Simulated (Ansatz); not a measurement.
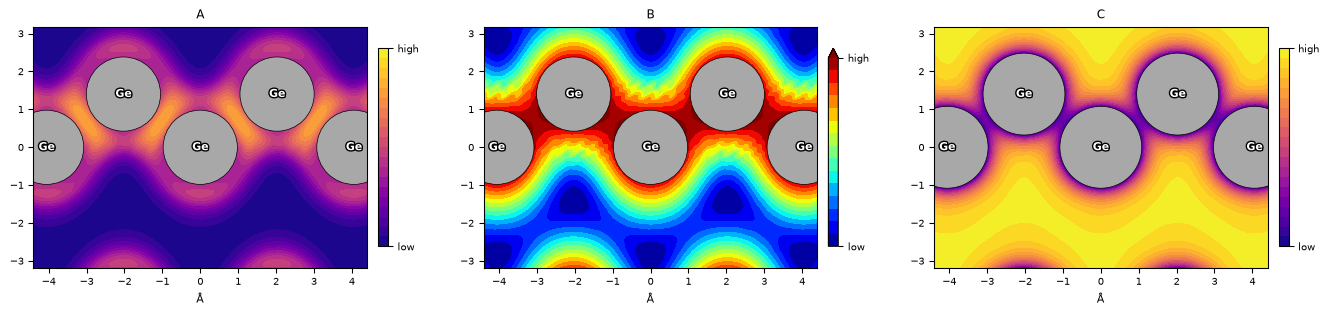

Ge: 3 fields on the (100) plane of the conventional cell, with unlabelled colour scales. Grey discs cover the atomic cores.

Space group Imma; started from the diamond prototype, which need not be the ambient phase; changed on purpose from its base cell (shear xy strain +2.1%).

Method: DFT, r2SCAN, plane waves, PAW (Ansatz).

```
Ge
1.0
     2.80680   -2.80680    0.00000
     2.86694    2.86694    0.00000
     0.00000    0.00000    5.67375
Ge
4
Cartesian
  3.5536 0.7468 2.1349
  0.7167 0.7167 4.9717
  2.1502 2.1502 0.7020
  2.1201 -0.6867 3.5389
```

Q: Match the panels to the quantities (electron localisation function, electrostatic potential energy of an electron and valence pseudo-density).

A: Panel A: electron localisation function. Panel B: valence pseudo-density. Panel C: electrostatic potential energy of an electron (low next to the atoms, rising into the space between them). From the grid: Ge–Ge (2.47 Å): the density is about 0.51 e/Å³ at the midpoint; the ELF peaks at about 0.80 between the atoms (a shared electron pair).
